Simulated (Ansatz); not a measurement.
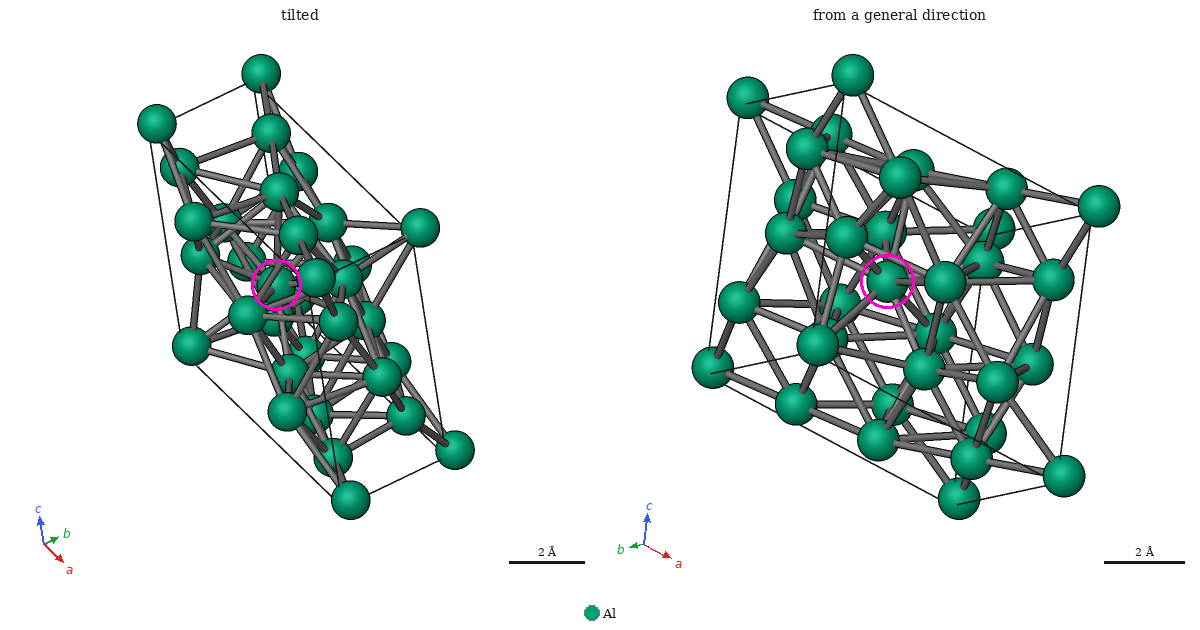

We look at a ball-and-stick model of the crystal slightly off an axis and from a general direction. The lines enclose the supercell; boundary atoms appear with their images. The host is Al, in a cell of 16 sites, and the cell is neutral. A ring marks the defect's site.

Q: How does this supercell depart from the perfect host?

A: An interstitial aluminium atom. It is bonded to ten Al at about 2.3 to 2.9 Å.

The atoms were relaxed in the host's cell with Ansatz 0.2.0, DFT PBE, scalar-relativistic, plane waves, PAW.
